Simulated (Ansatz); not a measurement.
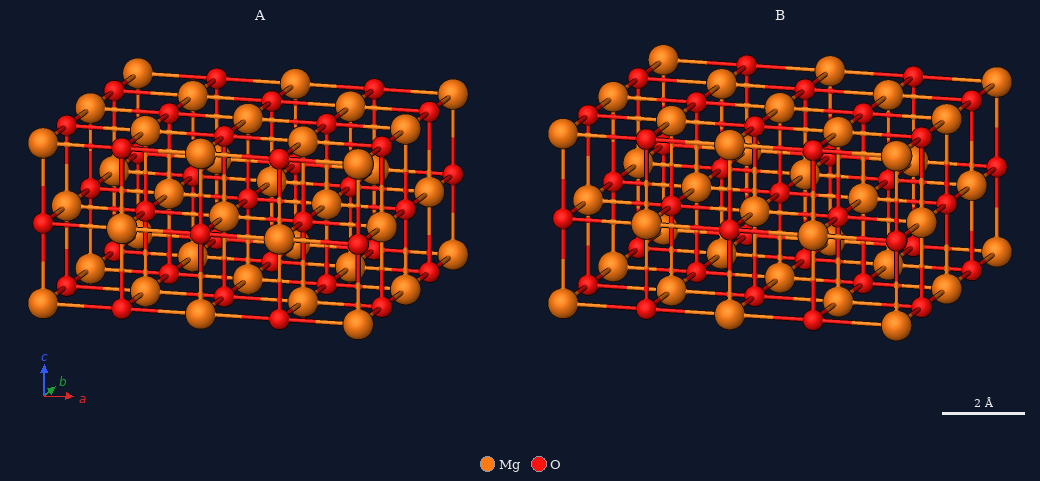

Two geometries of crystalline MgO (built on the rocksalt type), drawn at one scale. One is the start of a relaxation, the other its converged end. Style: ball-and-stick. Shown: the conventional cell (4 times the calculation's cell), repeated 2 × 2 × 1 with one cell outlined, slightly off an axis. Lengths and directions refer to the drawn axes.

Level of theory: Ansatz 0.2.0, DFT, PBE, plane waves, PAW. Settings: plane-wave cutoff 420 eV; k-point mesh 10 × 10 × 10; occupations fermi dirac; smearing width 0.02 eV; no spin polarisation; cell and atoms relaxed; force threshold 0.005 eV/Å.

> Which one is relaxed?

Structure B is the relaxed one. The atoms keep their places relative to the cell (all moves are under 0.005 Å). The drawn cell changes as follows: a = b = c 4.020 → 4.253 Å (+5.8 %); the volume changes by +18.5 %. Some distances before and after: Mg–O 2.010 → 2.127 Å. The space group stays Fm-3m (No. 225). The energy falls by 146 meV per atom in 6 accepted moves (8 points after the start). All forces vanish by symmetry, so only the cell relaxes. Pressure: 35.93 GPa at the start and 0.04 GPa at the end. At 2 points the geometry stayed and the basis and grid were re-selected for the new cell (energy shift of 12.9 meV per atom at most each time).
